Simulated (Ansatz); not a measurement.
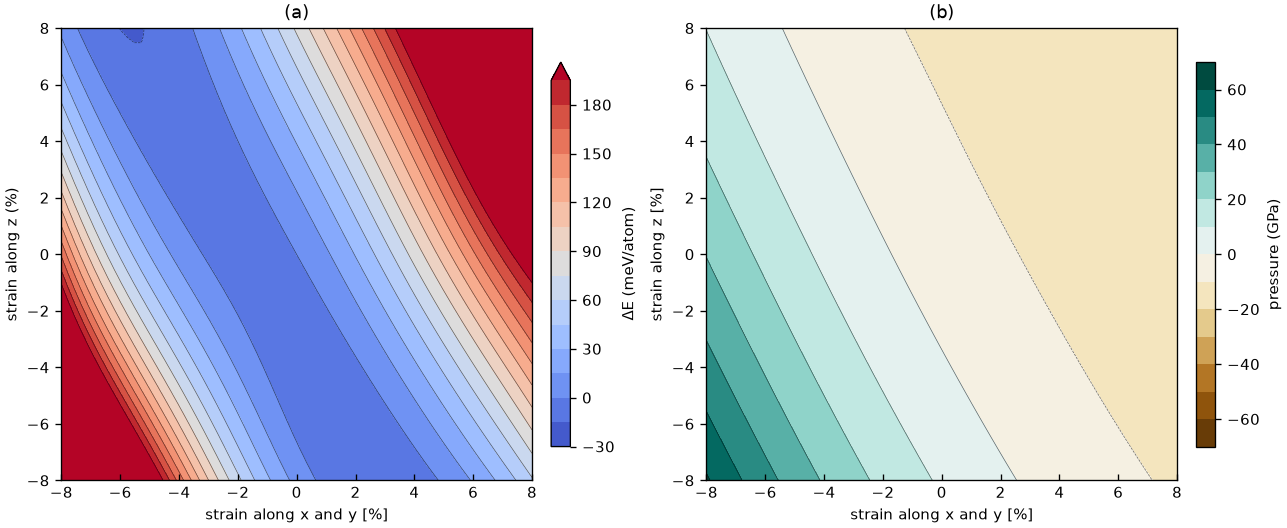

Au (Im-3m, No. 229; 1 atom in the cell). The cell is strained homogeneously, by one strain along x and y and another along z, with fractional coordinates fixed (x, y and z along the cube axes). First axis: strain along x and y. Second axis: strain along z. Grid: 5 × 5 points. Points are written as (first, second). Energies are in meV/atom, from the unstrained cell. The reference cell is the one listed in the database, not relaxed at this level. The calculation used DFT r2SCAN, scalar-relativistic, plane waves, PAW in Ansatz. Settings: cutoff 500 eV, k-mesh 24×24×24, gaussian smearing 0.15 eV, no spin polarisation.

Panel (a) is the energy; panel (b) is the computed pressure, in GPa.

In the figure: filled contours, one colour for all values above the top of the scale. Between grid points the surface is interpolated.

Question: How does the pressure vary over the map, and what is it at the lowest grid point?

Answer: It runs from −18 GPa at (8 %, 8 %) to 61 GPa at (−8 %, −8 %). At the lowest grid point, (−4 %, 4 %), it is 1 GPa.
